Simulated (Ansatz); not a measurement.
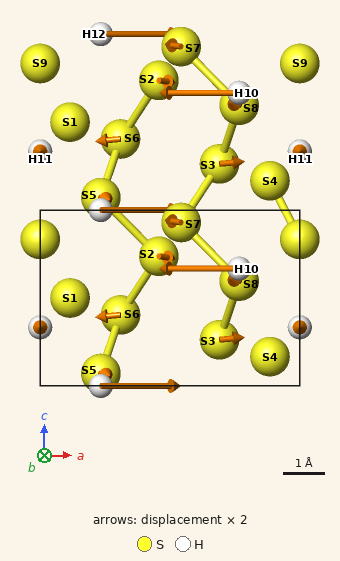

A relaxation of crystalline HS3 (set up in P3_221) (coarse preliminary run). The starting structure is drawn; orange arrows show the displacements (the part carried along by the change of the cell is left out), 2 times their true length.

A ball-and-stick model of the cell of the calculation, repeated 1 × 1 × 2 with one cell outlined, seen along the b axis.

Case: 3 H put on empty site 1 of 1 host cells, relaxed.

Computed with DFT PBE+D3(BJ), scalar-relativistic, plane waves, PAW in Ansatz 0.2.0. Settings: plane-wave cutoff 420 eV; k-point mesh 3 × 3 × 4; occupations gaussian; smearing width 0.1 eV; no spin polarisation; cell and atoms relaxed; force threshold 0.0325 eV/Å; at most 70 steps.

> What happened in the run?

Over 9 accepted moves (11 points after the start) the energy falls by 2.154 eV per cell of the calculation. The largest force component goes from 1.1 to 0.01 eV/Å. The pressure goes from −0.18 to 0.02 GPa. The line search rejected the trial step at point 9 of the run. The SCF was repeated once at an unchanged geometry on a basis and grid sized afresh for the cell, which shifted the energy by 2.2 meV per cell of the calculation at most. The largest moves relative to the cell, 1.16 Å, are those of H10, H11 and H12. H10 goes along −a. By element the largest moves are H 1.16 Å, S 0.33 Å. Cell: a = b 7.464 → 7.215 Å (−3.3 %), c 4.379 → 4.409 Å (+0.7 %). Volume −5.9 %. Among the contacts that change: S2–H10 2.331 → 1.640 Å, S2–S5 2.071 → 2.244 Å, S1–S4 2.083 → 2.105 Å. New bonds form: S2–H10 (2.33 → 1.64 Å), S3–H11 (2.33 → 1.64 Å), S5–H12 (2.33 → 1.64 Å), S6–H11 (2.33 → 1.64 Å). Among the angles between lasting bonds that change: S5–S2–S6 104.2° → 98.3°. The space group stays P3_221 (No. 154). Cost: 52 s on 2 threads of Arm Neoverse V1, on a shared host, peak memory 0.44 GiB.
